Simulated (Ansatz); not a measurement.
Input

```
crystal:
  lattice:
    - [2.9075446938, 0.0, 0.0]
    - [0.0, 4.1118891392, 0.0]
    - [0.0, 0.0, 19.6535692687]
  atoms:
    - { symbol: Ti, position: [0.5, 0.5, 0.2035253722] }
    - { symbol: Ti, position: [0.0, 0.0, 0.2774952616] }
    - { symbol: Ti, position: [0.5, 0.5, 0.3439484703] }
    - { symbol: Ti, position: [0.0, 0.0, 0.414864555] }
    - { symbol: O, position: [0.0, 0.2, 0.4972923307] }
basis:
  ecutwfc: 420
kpoints:
  mp_grid: { grid: [9, 7, 1] }
hamiltonian:
  xc: pbe
  pseudopotentials: { kind: paw, azcp: { folder: soft_1 } }
scf:
  occupations: { method: gaussian, width: 0.1 }
output:
  forces: true
  eigenvalues: true
  write_density: true
  write_potential: true
  elf: true
  volumetric_format: npy
relax:
  adjacent_minimum: "off"
  f_tol: 0.025
  max_steps: 16
  constraints: [{ sites: [0, 1, 2, 3] }, { sites: [4], fix: xy }]
efield:
  axis: 3
  dipole_correction: true
  ramp_width: 0.04
```

Launched as:

```sh
ansatz run input.yaml --threads 1 --pin off --max-ram 3072MiB --backend cpu --events-out ev --progress --plain --runs-dir out
```

The fields are those of the run's last geometry, not of the input's.

A point of a scan over the structure, not its minimum; not relaxed (largest force 1.1 eV/Å); computed without spin polarisation; PAW files of the earlier set (soft_1).

Computed with Ansatz, DFT PBE, scalar-relativistic, plane waves, PAW.

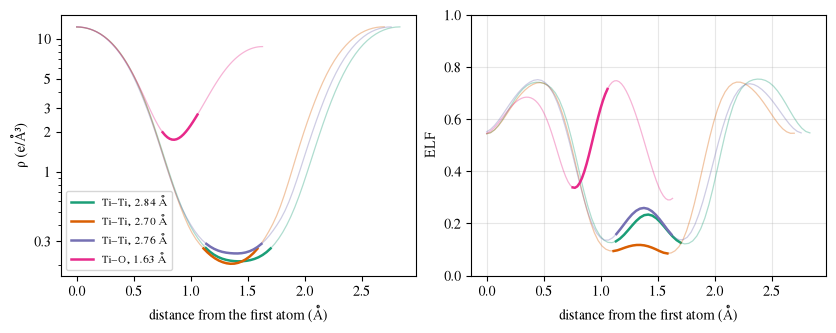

Ti$_{4}$O (slab). Valence electron density and ELF along straight lines between neighbouring atoms. Thin, pale parts lie inside the atomic spheres.

In a PAW calculation such maps are meaningful between the atoms, not at the nuclei.

**Compare the contacts.**

Ti–Ti (2.84 Å): ρ is about 0.21 e/Å³ halfway; the ELF is about 0.25 at the midpoint (no localised pair shows between them).
Ti–Ti (2.70 Å): ρ at the midpoint is about 0.2 e/Å³; the ELF is about 0.10 at the midpoint: no shared electron pair shows on this line.
Ti–Ti (2.76 Å): ρ is about 0.24 e/Å³ halfway; the ELF is about 0.25 at the midpoint: no shared electron pair shows on this line.
Ti–O (1.63 Å): ρ at the midpoint is about 1.8 e/Å³; the ELF peaks at about 0.75 in the valence shell of O, 0.5 Å from its nucleus, and is about 0.35 at the midpoint.
